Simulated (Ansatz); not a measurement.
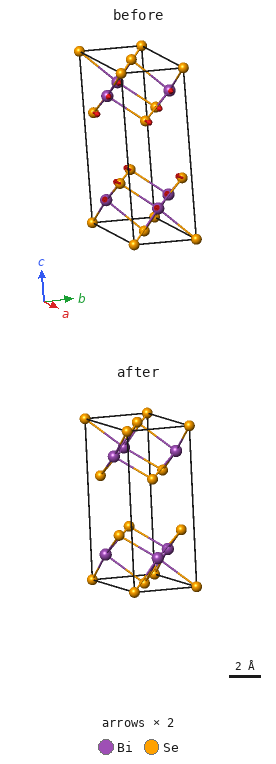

The structure of solid Bi$_{2}$Se$_{3}$ (set up in C2/m) before (top) and after (bottom) a relaxation, at one scale. The red arrows give the displacements (the part carried along by the change of the cell is left out), magnified 2 times.

A ball-and-stick model of the conventional cell (2 times the calculation's cell), seen slightly off an axis. Lengths and directions refer to the drawn axes.

Case: biaxial strain in the a-b plane of +4.0 %; c and atoms relaxed.

Theory: Ansatz 0.2.0, DFT PBE, scalar-relativistic, plane waves, PAW. Settings: plane-wave cutoff 420 eV; k-point mesh 6 × 6 × 6; occupations gaussian; smearing width 0.02 eV; no spin polarisation; cell relaxed at fixed a, b, gamma; force threshold 0.008 eV/Å; at most 40 steps.

Q: Summarise the run.

A: The largest moves relative to the cell, 0.51 Å, are those of Se atoms. Largest moves by element: Se 0.51 Å, Bi 0.29 Å. The drawn cell changes as follows: a 7.088 → 7.169 Å (+1.1 %), b unchanged at 4.357 Å, c 11.136 → 10.501 Å (−5.7 %), β 101.4° → 91.7°; the volume changes by −2.7 %. Some distances before and after: Bi–Se 3.181 → 3.126 Å, Bi–Se 2.951 → 2.906 Å, Bi–Se 2.832 → 2.869 Å, Bi–Se 3.075 → 3.108 Å. The space group stays C2/m (No. 12). After 11 accepted moves (13 points after the start) the energy has fallen by 11.5 meV per atom. The largest force component goes from 0.3 to 0.00048 eV/Å. Pressure: −1.41 GPa at the start and −0.72 GPa at the end. The line search rejected the trial step at point 9 of the run. The SCF was repeated once at an unchanged geometry on a basis and grid sized afresh for the cell, which shifted the energy by 0.1 meV per atom at most.

Limits of the set-up: layers or molecules are held without a dispersion correction, so their spacing is unreliable.
